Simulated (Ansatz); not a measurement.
## Energy of Ge along an even scaling of the cell

System: Ge (4 atoms in the cell).
Method: Kohn-Sham DFT of a periodic cell, PBE, Ansatz PAW, no spin polarisation (Ansatz 0.2.0).

The 5 runs differ only in the geometry, by an even scaling of the cell at fixed fractional positions. The structure derives from a Materials Project entry.

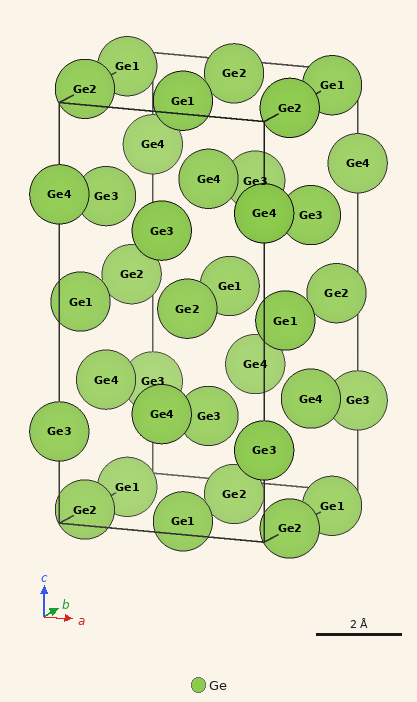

Figure 1. The structure of run 3 (spheres-only view of the cell 4 times as large as that of the calculation, set on its symmetry axes, seen slightly off an axis; atoms are numbered from 1 in the order of the input).

### Input of run 3
```yaml
crystal:
  lattice:
    - [0.0, 2.8663720339, 5.0813306433]
    - [2.6128421258, 0.0, 5.0813306433]
    - [2.6128421258, 2.8663720339, 0.0]
  atoms:
    - { symbol: Ge, position: [0.72649, 0.27351, 0.72649] }
    - { symbol: Ge, position: [0.27351, 0.72649, 0.27351] }
    - { symbol: Ge, position: [0.218133, 0.218133, 0.781867] }
    - { symbol: Ge, position: [0.781867, 0.781867, 0.218133] }
hamiltonian:
  xc: pbe
  pseudopotentials: { kind: paw }
kpoints:
  mp_grid: { grid: [7, 7, 7] }
scf:
  occupations: { method: fermi_dirac, width: 0.05 }
output:
  forces: true
  stress: true
  eigenvalues: true
  write_density: true
  write_potential: true
  elf: true
  volumetric_format: npy
```

Command:
```bash
ansatz run input.yaml --threads 2 --pin off --max-ram 5120MiB --backend cpu --events-out ev --progress --plain --runs-dir out
```

Run 2 differs from it as follows:
```diff
-    - [0.0, 2.8663720339, 5.0813306433]
-    - [2.6128421258, 0.0, 5.0813306433]
-    - [2.6128421258, 2.8663720339, 0.0]
+    - [0.0, 2.8467387326, 5.0465259165]
+    - [2.5949453852, 0.0, 5.0465259165]
+    - [2.5949453852, 2.8467387326, 0.0]
```

### Results, with one run withheld

| run | volume per atom (Å³) | free energy per atom, from the lowest run given (meV) | pressure (GPa) |
| --- | --- | --- | --- |
| 1 | 18.251 | 15.10 | 4.80 |
| 2 | 18.640 | ? | ? |
| 3 | 19.028 | 0.29 | 1.44 |
| 4 | 19.805 | 0.00 | −1.23 |
| 5 | 20.581 | 11.39 | −3.40 |

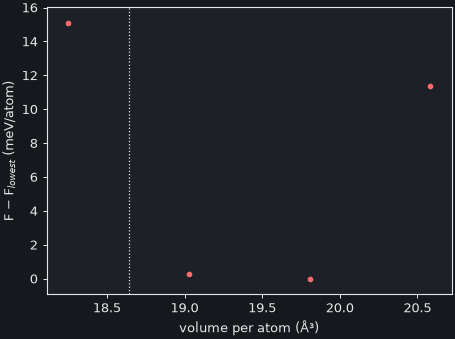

Figure 2. Free energy per atom of the runs given; the dotted line marks run 2.

Estimate the energy of run 2 from the others.

A quadratic polynomial in V^(−2/3) (the Birch–Murnaghan form), fitted to the 4 runs given, misses them by at most 0.03 meV per atom. With x = V^(−2/3) − 0.13858 Å⁻², it reads F = −1.461 + 211.75 x + 4.7597e+05 x² (meV per atom). At run 2 it gives 5.71 meV per atom, and the run itself gives 5.66. The slope of the fit gives a pressure −dF/dV of 3.02 GPa there, and the run prints 3.02 GPa. The fit has its minimum at 19.431 Å³ per atom, where V d²F/dV² gives 66.8 GPa. Cell shape and fractional positions are held, so this is the stiffness under even scaling; the relaxed bulk modulus wasn't computed.

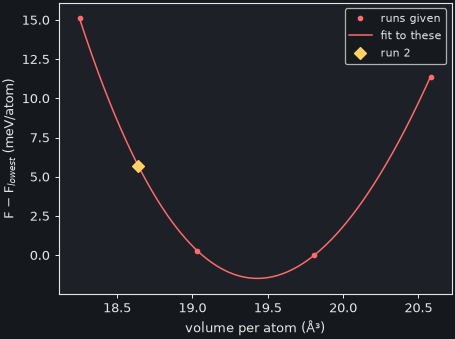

Figure 3. The fit and the withheld run.

### Output, shortened to warnings, some set-up lines, iterations and results (run 2)
```
Basis set: ecut = 420 eV, 1469 PW (Γ), exchange–correlation on 80×80×54 points (8 copies of the dense FFT grid, shifted against one another)
Symmetry: 8 space group operations
k-points: 64 of 343
Initial density: superposition of atomic densities (neutral atoms: chi_scale 0, normalization atom), corrected by the library's trained network
[...]
SCF iter   1: F=—  HF=-17178.990723 eV  |F-HF|=—  |Δ(HF+E_count)|=         —  Δρ=1.20e-3  dr2=5.93e-4  ethr=1.77e-3  ⟨swp⟩=5.9  Hψ=8249  notcnv=0  defer=10
SCF iter   2: F=—  HF=-17178.989633 eV  |F-HF|=—  |Δ(HF+E_count)|=   1.09e-3  Δρ=7.88e-4  dr2=2.92e-4  ethr=1.06e-6  ⟨swp⟩=2.4  Hψ=4131  notcnv=0  defer=15
SCF iter   3: F=—  HF=-17178.989842 eV  |F-HF|=—  |Δ(HF+E_count)|=   2.09e-4  Δρ=3.25e-4  dr2=4.58e-5  ethr=5.22e-7  ⟨swp⟩=2.0  Hψ=3926  notcnv=0  defer=15
SCF iter   4: F=—  HF=-17178.989797 eV  |F-HF|=—  |Δ(HF+E_count)|=   4.55e-5  Δρ=1.49e-4  dr2=7.22e-6  ethr=8.18e-8  ⟨swp⟩=2.0  Hψ=3924  notcnv=0  defer=15
SCF iter   5: F=—  HF=-17178.989792 eV  |F-HF|=—  |Δ(HF+E_count)|=   5.20e-6  Δρ=3.14e-5  dr2=6.82e-7  ethr=1.29e-8  ⟨swp⟩=2.0  Hψ=3926  notcnv=0  defer=15
SCF iter   6: F=-17178.989792 eV  HF=-17178.989792 eV  |F-HF|=5.09e-8  |Δ(HF+E_count)|=   2.65e-7  Δρ=9.51e-6  dr2=4.19e-8  ethr=1.79e-10  ⟨swp⟩=7.6  Hψ=13044  notcnv=0
SCF 1 converged in 6 iterations: F = -17178.989792 eV  dr2 = 4.19e-8
SCF converged after 6 iterations
Free energy (F): -17178.989792 eV
Harris-Foulkes:  -17178.989792 eV  (|F-HF|=5.09e-8)
Internal energy: -17178.977921 eV  (E = F + TS)
E sigma→0 (E₀):  -17178.983856 eV
Entropy (-TS):   -0.011871 eV (-2.968 meV/atom)
Fermi energy:    11.095340 eV
--- Per-component energies (eV) ---
  E_band       = -448.672751
  E_kinetic    = 443.979258
  E_local      = -8609.944077  (includes V_loc(G=0)·N_el)
  E_nonlocal   = 1666.134140
  E_hartree    = 3773.195733
  E_xc         = -303.069817
  E_vxc        = -259.294473  (∫ρ·V_xc dr)
  E_paw        = -8070.991065  (= ΣΔE_a)
  E_vpaw       = -1235.961035  (= ΣTr[D̂ρ^β])
  E_aug_tail   = 0.001340  (compensation charges beyond the density's cutoff)
  E_ewald      = -6078.283433
  E_smearing   = -0.011871  (= −TS)
  E_closure    = 0.000000  (closes the sum)
  Σ components = -17178.989792   (vs F -17178.989792, Δ=0.00e0)
--- Forces (eV/Å), atoms counted from 1 ---
  atom   1  Ge     0.00000000    -0.03265792     0.00000000
  atom   2  Ge    -0.00000000     0.03265792    -0.00000000
  atom   3  Ge     0.00000000     0.00000000     0.08932826
  atom   4  Ge    -0.00000000     0.00000000    -0.08932826
  max |Σ_I F_I| component: 0.00e0 eV/Å
--- Stress (GPa, compression-positive) ---
        2.668892       0.000000       0.000000
        0.000000       3.622639       0.000000
        0.000000       0.000000       2.775854
  P = ⅓ Tr σ = 3.0225 GPa (30.225 kbar)
```
